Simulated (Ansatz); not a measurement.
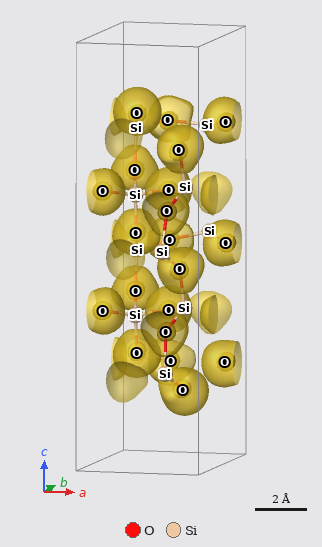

The picture shows: SiO$_{2}$ (slab). Isosurface of the ELF at 0.7 (yellow), seen slightly off an axis. Only the valence region is drawn (cores and ρ < 0.01 e/Å³ removed). Sticks mark near contacts.

The calculation used DFT PBEsol, scalar-relativistic, plane waves, PAW in Ansatz.

```yaml
crystal:
  lattice:
    - [5.02689, 0.00000, 0.00000]
    - [0.00000, 7.00564, 0.00000]
    - [0.00000, 0.00000, 26.54106]
  atoms:
    - { symbol: O, position: [0.79264, 0.21694, 0.29810] }
    - { symbol: Si, position: [0.19589, 0.78384, 0.32691] }
    - { symbol: O, position: [0.89390, 0.83151, 0.32069] }
    - { symbol: O, position: [0.40982, 0.93919, 0.31619] }
    - { symbol: Si, position: [0.71247, 0.03708, 0.32699] }
    - { symbol: O, position: [0.27513, 0.56986, 0.33964] }
    - { symbol: O, position: [0.71123, 0.05602, 0.38991] }
    - { symbol: Si, position: [0.29334, 0.49238, 0.39834] }
    - { symbol: O, position: [0.59269, 0.42814, 0.41091] }
    - { symbol: O, position: [0.09168, 0.31956, 0.40928] }
    - { symbol: Si, position: [0.78960, 0.24757, 0.42032] }
    - { symbol: O, position: [0.21818, 0.68941, 0.42882] }
    - { symbol: O, position: [0.77489, 0.18986, 0.47998] }
    - { symbol: Si, position: [0.20349, 0.75104, 0.48843] }
    - { symbol: O, position: [0.90523, 0.82386, 0.50070] }
    - { symbol: O, position: [0.40523, 0.92614, 0.49930] }
    - { symbol: Si, position: [0.70349, 0.99896, 0.51157] }
    - { symbol: O, position: [0.27489, 0.56014, 0.52002] }
    - { symbol: O, position: [0.71818, 0.06060, 0.57118] }
    - { symbol: Si, position: [0.28960, 0.50243, 0.57968] }
    - { symbol: O, position: [0.59168, 0.43044, 0.59072] }
    - { symbol: O, position: [0.09269, 0.32186, 0.58909] }
    - { symbol: Si, position: [0.79334, 0.25762, 0.60166] }
    - { symbol: O, position: [0.21123, 0.69398, 0.61009] }
    - { symbol: O, position: [0.77513, 0.18014, 0.66036] }
    - { symbol: Si, position: [0.21247, 0.71292, 0.67301] }
    - { symbol: O, position: [0.90983, 0.81081, 0.68381] }
    - { symbol: O, position: [0.39391, 0.91849, 0.67931] }
    - { symbol: Si, position: [0.69590, 0.96616, 0.67309] }
    - { symbol: O, position: [0.29264, 0.53305, 0.70190] }
```

Question: What do the ELF domains correspond to?

Answer: The ELF exceeds this value in 20 regions on O in which the atom's valence shell and bonds are merged, counted in one cell of 30 atoms. Counts are for one cell; the picture repeats the cell along the surface.

Values along the shortest contacts:
Si–O (1.53 Å): the ELF peaks at about 0.80 between the atoms (a shared but strongly polarised pair). Si–O (1.59 Å): the ELF peaks at about 0.85 between the atoms, as expected for a polar covalent bond.
